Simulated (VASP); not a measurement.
Geometry relaxation, with input and output: ZnSe (part 1 of 2)

System: ZnSe (F-43m, 2 atoms in the cell).
Method: Kohn-Sham DFT of a periodic cell, PBE, VASP PAW PBE potentials, minimal, no spin polarisation (VASP 6.6.1).

The structure derives from an entry of the Crystallography Open Database.

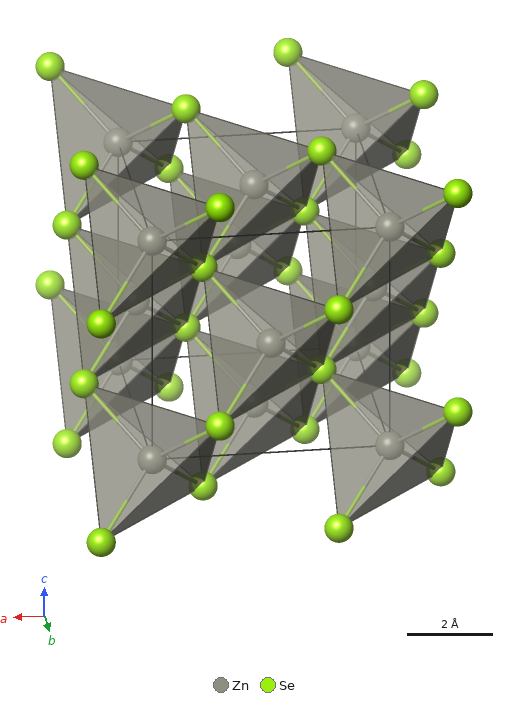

Fig. 1: The input geometry (polyhedral view of the cell 4 times as large as that of the calculation, set on its symmetry axes, seen at an oblique angle; polyhedra are completed across the faces of the cell).

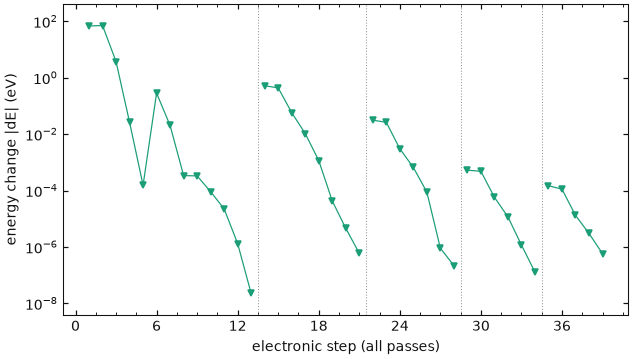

Fig. 2: Convergence of the self-consistent field: energy change |dE| against the electronic step. Each stretch between dotted lines is the SCF of one geometry step of a relaxation. The 5 ionic steps take 5 to 13 electronic steps each. The density is held fixed in the first few steps, and dE rises again when its update begins.

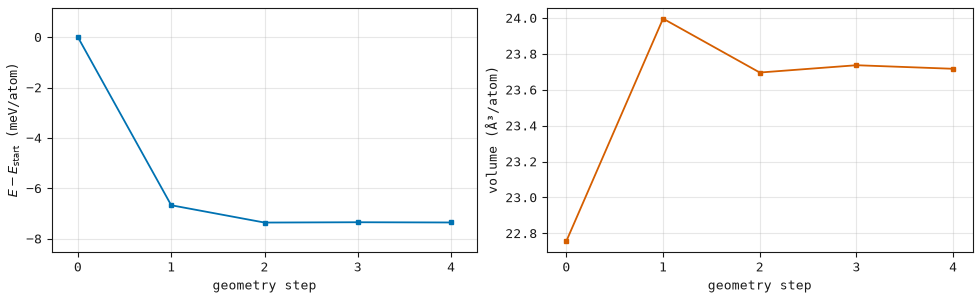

Fig. 3: Progress of the relaxation, step by step (steps are counted from 0).

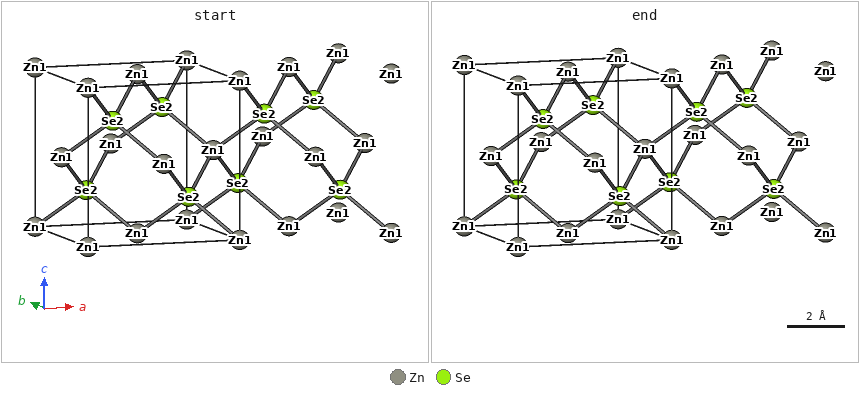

Fig. 4: Before (left) and after (right) the relaxation, at one scale (ball-and-stick view of the cell 4 times as large as that of the calculation, set on its symmetry axes, repeated 2 × 1 × 1, seen slightly off an axis). After 4 geometry steps the energy has fallen by 7.4 meV per atom. All forces vanish by symmetry, so only the cell relaxes. The atoms keep their places relative to the cell (all moves are under 0.005 Å). The volume changes by +4.2 %, with a = b = c 5.668 → 5.746 Å (+1.4 %). Distances before and after: Zn1–Se2 2.454 → 2.488 Å. The space group stays F-43m (No. 216). (Atoms are counted from 1 in the order of the input.)

These pictures come from the run below.

**INCAR**
```
PREC = Accurate
ENCUT = 300
EDIFF = 1E-6
ISMEAR = 0
SIGMA = 0.03
LREAL = F
LASPH = T
NELM = 80
ALGO = Normal
ISIF = 3
LWAVE = F
LCHARG = F
GGA = PE
IBRION = 2
NSW = 90
EDIFFG = -0.01
```

**KPOINTS**
```
Automatic mesh
0
Gamma
  4 4 4
```

**POSCAR**
```
ZnSe
1.0
    0.0000000000      2.8338000000      2.8338000000
    2.8338000000      0.0000000000      2.8338000000
    2.8338000000      2.8338000000      0.0000000000
Zn Se
1 1
Direct
    0.0000000000      0.0000000000      0.0000000000
    0.2500000000      0.2500000000      0.2500000000
```

Launched with:
```bash
cat potpaw_PBE.64/Zn/POTCAR potpaw_PBE.64/Se/POTCAR > POTCAR
mpirun -np 1 vasp_std > vasp.out
```

**OSZICAR**
```
N       E                     dE             d eps       ncg     rms          rms(c)
DAV:   1     0.681911653206E+02    0.68191E+02   -0.64539E+03   208   0.104E+03
DAV:   2    -0.249690804182E+01   -0.70688E+02   -0.68295E+02   243   0.223E+02
DAV:   3    -0.622874144607E+01   -0.37318E+01   -0.37250E+01   238   0.547E+01
DAV:   4    -0.625519350690E+01   -0.26452E-01   -0.26450E-01   238   0.527E+00
DAV:   5    -0.625534773128E+01   -0.15422E-03   -0.15422E-03   243   0.346E-01    0.481E+00
DAV:   6    -0.597178485754E+01    0.28356E+00   -0.67818E-01   285   0.270E+01    0.365E+00
DAV:   7    -0.595150898687E+01    0.20276E-01   -0.20556E-01   213   0.405E+00    0.152E+00
DAV:   8    -0.595184714956E+01   -0.33816E-03   -0.45719E-03   236   0.615E-01    0.479E-01
DAV:   9    -0.595217800273E+01   -0.33085E-03   -0.11616E-03   223   0.286E-01    0.722E-02
DAV:  10    -0.595226918751E+01   -0.91185E-04   -0.13108E-04   226   0.109E-01    0.188E-02
DAV:  11    -0.595229155366E+01   -0.22366E-04   -0.36232E-05   218   0.601E-02    0.667E-03
DAV:  12    -0.595229286922E+01   -0.13156E-05   -0.36738E-06   248   0.249E-02    0.441E-03
DAV:  13    -0.595229289163E+01   -0.22413E-07   -0.72593E-07   159   0.110E-02
   1 F= -.59522929E+01 E0= -.59522929E+01  d E =-.595229E+01
       N       E                     dE             d eps       ncg     rms          rms(c)
DAV:   1    -0.647104482416E+01   -0.51875E+00   -0.70613E+00   248   0.558E+01    0.492E+00
DAV:   2    -0.603508869071E+01    0.43596E+00   -0.12724E+00   243   0.247E+01    0.191E+00
DAV:   3    -0.597731619872E+01    0.57772E-01   -0.66947E-02   243   0.310E+00    0.902E-01
DAV:   4    -0.596683176190E+01    0.10484E-01   -0.10207E-02   213   0.992E-01    0.296E-01
DAV:   5    -0.596567338872E+01    0.11584E-02   -0.15461E-03   256   0.120E+00    0.604E-02
DAV:   6    -0.596563053322E+01    0.42855E-04   -0.82779E-04   233   0.701E-01    0.291E-02
DAV:   7    -0.596563511113E+01   -0.45779E-05   -0.81073E-05   233   0.144E-01    0.998E-03
DAV:   8    -0.596563570885E+01   -0.59773E-06   -0.82629E-06   223   0.249E-02
   2 F= -.59656357E+01 E0= -.59656357E+01  d E =-.133428E-01
       N       E                     dE             d eps       ncg     rms          rms(c)
DAV:   1    -0.599688999207E+01   -0.31255E-01   -0.39370E-01   248   0.122E+01    0.122E+00
DAV:   2    -0.597078874609E+01    0.26101E-01   -0.95421E-02   243   0.836E+00    0.440E-01
DAV:   3    -0.596775783328E+01    0.30309E-02   -0.33367E-03   218   0.497E-01    0.209E-01
DAV:   4    -0.596709840137E+01    0.65943E-03   -0.49654E-04   228   0.259E-01    0.864E-02
DAV:   5    -0.596700983972E+01    0.88562E-04   -0.12000E-04   289   0.189E-01    0.718E-03
DAV:   6    -0.596701074363E+01   -0.90391E-06   -0.27860E-05   208   0.747E-02    0.721E-03
DAV:   7    -0.596701052476E+01    0.21886E-06   -0.33342E-06   213   0.306E-02
   3 F= -.59670105E+01 E0= -.59670105E+01  d E =-.147176E-01
       N       E                     dE             d eps       ncg     rms          rms(c)
DAV:   1    -0.596753713147E+01   -0.52639E-03   -0.71932E-03   248   0.168E+00    0.164E-01
DAV:   2    -0.596705595575E+01    0.48118E-03   -0.16588E-03   243   0.103E+00    0.604E-02
DAV:   3    -0.596699814988E+01    0.57806E-04   -0.58504E-05   223   0.541E-02    0.287E-02
DAV:   4    -0.596698646189E+01    0.11688E-04   -0.79443E-06   218   0.274E-02    0.113E-02
DAV:   5    -0.596698529057E+01    0.11713E-05   -0.13006E-06   119   0.253E-02    0.123E-03
DAV:   6    -0.596698541952E+01   -0.12895E-06   -0.11840E-06   112   0.170E-02
   4 F= -.59669854E+01 E0= -.59669854E+01  d E =-.146925E-01
       N       E                     dE             d eps       ncg     rms          rms(c)
DAV:   1    -0.596713311363E+01   -0.14782E-03   -0.17538E-03   248   0.827E-01    0.799E-02
DAV:   2    -0.596702099263E+01    0.11212E-03   -0.39771E-04   243   0.511E-01    0.297E-02
DAV:   3    -0.596700779843E+01    0.13194E-04   -0.13727E-05   218   0.268E-02    0.140E-02
DAV:   4    -0.596700478703E+01    0.30114E-05   -0.19098E-06   200   0.141E-02    0.547E-03
DAV:   5    -0.596700420841E+01    0.57862E-06   -0.30936E-07   104   0.121E-02
   5 F= -.59670042E+01 E0= -.59670042E+01  d E =-.147113E-01
```

**Parts of OUTCAR**
```
PREC = Accurate
   ENCUT = 300
   EDIFF = 1E-6
   ISMEAR = 0
   LREAL = F
   LASPH = T
   NELM = 80
   ISIF = 3
   GGA = PE
   IBRION = 2
   NSW = 90
   EDIFFG = -0.01

 ion  position               nearest neighbor table
   1  0.000  0.000  0.000-   2 2.45   2 2.45   2 2.45   2 2.45
   2  0.250  0.250  0.250-   1 2.45   1 2.45   1 2.45   1 2.45

  LATTYP: Found a face centered cubic cell.
 ALAT       =     5.6676000000

  Lattice vectors:

 A1 = (   0.0000000000,   2.8338000000,   2.8338000000)
 A2 = (   2.8338000000,   0.0000000000,   2.8338000000)
 A3 = (   2.8338000000,   2.8338000000,   0.0000000000)

Analysis of symmetry for initial positions (statically):
=====================================================================
 Subroutine PRICEL returns:
 Original cell was already a primitive cell.

 Routine SETGRP: Setting up the symmetry group for a
 face centered cubic supercell.

 Subroutine GETGRP returns: Found 24 space group operations
 (whereof 24 operations were pure point group operations)
 out of a pool of 48 trial point group operations.

The static configuration has the point symmetry T_d .

Analysis of symmetry for dynamics (positions and initial velocities):
=====================================================================
 Subroutine PRICEL returns:
 Original cell was already a primitive cell.

 Routine SETGRP: Setting up the symmetry group for a
 face centered cubic supercell.

 Subroutine GETGRP returns: Found 24 space group operations
 (whereof 24 operations were pure point group operations)
 out of a pool of 48 trial point group operations.

The dynamic configuration has the point symmetry T_d .

 Subroutine INISYM returns: Found 24 space group operations
 (whereof 24 operations are pure point group operations),
 and found     1 'primitive' translations

----------------------------------------------------------------------------------------

                                     Primitive cell

  volume of cell :      45.5132

  direct lattice vectors                    reciprocal lattice vectors
     0.000000000  2.833800000  2.833800000    -0.176441527  0.176441527  0.176441527
     2.833800000  0.000000000  2.833800000     0.176441527 -0.176441527  0.176441527
     2.833800000  2.833800000  0.000000000     0.176441527  0.176441527 -0.176441527

  length of vectors
     4.007598393  4.007598393  4.007598393     0.305605690  0.305605690  0.305605690

  position of ions in fractional coordinates (direct lattice)
     0.000000000  0.000000000  0.000000000
     0.250000000  0.250000000  0.250000000

  ion indices of the primitive-cell ions
   primitive index   ion index
                 1           1
                 2           2

----------------------------------------------------------------------------------------

 KPOINTS: Automatic mesh

Automatic generation of k-mesh.
 Grid dimensions read from file:
 generate k-points for:    4    4    4

 Generating k-lattice:

  Cartesian coordinates                     Fractional coordinates (reciprocal lattice)
    -0.044110382  0.044110382  0.044110382     0.250000000  0.000000000  0.000000000
     0.044110382 -0.044110382  0.044110382     0.000000000  0.250000000  0.000000000
     0.044110382  0.044110382 -0.044110382     0.000000000  0.000000000  0.250000000

  Length of vectors
     0.076401422  0.076401422  0.076401422

  Shift w.r.t. Gamma in fractional coordinates (k-lattice)
     0.000000000  0.000000000  0.000000000

 Subroutine IBZKPT returns following result:
 ===========================================

 Found      8 irreducible k-points:

 Following reciprocal coordinates:
            Coordinates               Weight
  0.000000  0.000000  0.000000      1.000000
  0.250000  0.000000  0.000000      8.000000
  0.500000  0.000000  0.000000      4.000000
  0.250000  0.250000  0.000000      6.000000
  0.500000  0.250000  0.000000     24.000000
 -0.250000  0.250000  0.000000     12.000000
  0.500000  0.500000  0.000000      3.000000
 -0.250000  0.500000  0.250000      6.000000
   k-points           NKPTS =      8   k-points in BZ     NKDIM =      8   number of bands    NBANDS=     13
   number of dos      NEDOS =    301   number of ions     NIONS =      2
   total plane-waves  NPLWV =  13824
   dimension x,y,z NGX =    24 NGY =   24 NGZ =   24
   dimension x,y,z NGXF=    48 NGYF=   48 NGZF=   48
   ions per type =               1   1
   NGX,Y,Z   is equivalent  to a cutoff of   9.96,  9.96,  9.96 a.u.
   NGXF,Y,Z  is equivalent  to a cutoff of  19.91, 19.91, 19.91 a.u.
 SYSTEM =  unknown system
   PREC   = accura    normal or accurate (medium, high low for compatibility)
   ISTART =      0    job   : 0-new  1-cont  2-samecut
   ICHARG =      2    charge: 1-file 2-atom 10-const
   ISPIN  =      1    spin polarized calculation?
   LNONCOLLINEAR =      F non collinear calculations
   LSORBIT =      F    spin-orbit coupling
   LASPH  =      T    aspherical Exc in radial PAW
   ENCUT  =  300.0 eV  22.05 Ry    4.70 a.u.   5.66  5.66  5.66*2*pi/ulx,y,z
   NELM   =     80;   NELMIN=  2; NELMDL= -5     # of ELM steps
   EDIFF  = 0.1E-05   stopping-criterion for ELM
   LREAL  =      F    real-space projection
   EDIFFG = -.1E-01   stopping-criterion for IOM
   NSW    =     90    number of steps for IOM
   IBRION =      2    ionic relax: 0-MD 1-quasi-New 2-CG
   NFREE  =      1    steps in history (QN), initial steepest desc. (CG)
   ISIF   =      3    stress and relaxation
   ISYM   =      2    0-nonsym 1-usesym 2-fastsym
   POTIM  = 0.5000    time-step for ionic-motion
   TEBEG  =    0.0;   TEEND  =   0.0 temperature during run
   PSTRESS=    0.0 pullay stress
   NELECT =      18.0000    total number of electrons
   NUPDOWN=      -1.0000    fix difference up-down
   EMIN   =  10.00;   EMAX   =-10.00  energy-range for DOS
   EFERMI =   0.00;   METHOD = LEGACY
   ISMEAR =     0;   SIGMA  =   0.03  broadening in eV -4-tet -1-fermi 0-gaus
   EFERMI_NEDOS =   21; number of points for ismear=-14 and -15
   IALGO  =     38    algorithm
   IMIX   =      4    mixing-type and parameters
     AMIX     =   0.40;   BMIX     =  1.00
     AMIX_MAG =   1.60;   BMIX_MAG =  1.00
  volume/ion in A,a.u.               =      22.76       153.57
  Fermi-wavevector in a.u.,A,eV,Ry     =   1.201673  2.270834 19.647073  1.444019
  Thomas-Fermi vector in A             =   2.337476
   LORBIT       =      0    0 simple, 1 ext, 2 COOP (PROOUT), +10 PAW based schemes
   GGA     = PE    functional components
   LHFCALC =     F    Hartree Fock is set to
   AEXX    =    0.0000 exact exchange contribution
   IVDW    =     0    specifies the selected vdW correction
   LEPSILON=     F    determine dielectric tensor
   LRPA    =     F    only Hartree local field effects (RPA)
 conjugate gradient relaxation of ions
 non-spin polarized calculation
 Gauss-broadening in eV      SIGMA  =   0.03
  energy-cutoff  :      300.00
  volume of cell :       45.51
 maximum number of plane-waves:       544
 NGX is ok and might be reduce to    24
   NGX = 11   NGY = 11   NGZ = 11

--------------------------------------- Ionic step        1  -------------------------------------------

 number of electron      17.9999994 magnetization

 Free energy of the ion-electron system (eV)
  ---------------------------------------------------
  ext. energy  EPLUGINS =         0.00000000
  ---------------------------------------------------
  free energy    TOTEN  =        -5.95229289 eV

  energy without entropy =       -5.95229289  energy(sigma->0) =       -5.95229289

------------------------ aborting loop because EDIFF is reached ----------------------------------------

  FORCE on cell =-STRESS in cart. coord.  units (eV):
  Direction    XX          YY          ZZ          XY          YZ          ZX
  --------------------------------------------------------------------------------------
  -------------------------------------------------------------------------------------
  Total        0.7397201      0.7397201      0.7397201     -0.0000000     -0.0000000     -0.0000000
  in kB       26.0399656     26.0399656     26.0399656     -0.0000000     -0.0000000     -0.0000000
  external PRESSURE =      26.0399656 kB  Pullay stress =       0.0000000 kB

 VOLUME and BASIS-vectors are now :
```
